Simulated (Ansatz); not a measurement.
Ni (P6_3/mmc, No. 194): the end point of a relaxation with Ansatz, DFT, BLYP, plane waves (420 eV) with PAW, scalar-relativistic; the starting structure was generated, so it need not be a known form of this composition.

```yaml
crystal:
  lattice:
    - [2.52613, 0.00000, 0.00000]
    - [-1.26306, 2.18769, 0.00000]
    - [0.00000, 0.00000, 4.15636]
  atoms:
    - { symbol: Ni, position: [0.33333, 0.66667, 0.25000] }
    - { symbol: Ni, position: [0.66667, 0.33333, 0.75000] }
```

**What will a dark-field STEM-like image along [210] show? Simulated incoherent Z contrast: every atom adds Z^1.7 spread by a probe of 0.76 Å full width; channelling and multiple scattering are left out. The probe carries 15 % of its weight in a tail 2.5 times as wide. Shot noise and the speckle of an amorphous layer were added.**

The columns repeat on a rectangular net of 1.26 × 2.08 Å (plane group p2mm). All columns are alike (Ni). The shortest distance between visible columns is 1.26 Å in projection. Along the beam the structure repeats every 4.38 Å.

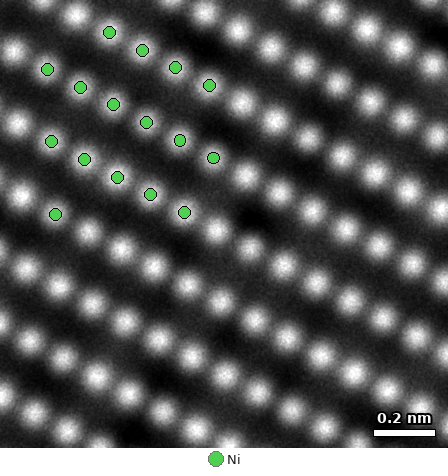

The simulated image, with the columns of the model marked in one corner.
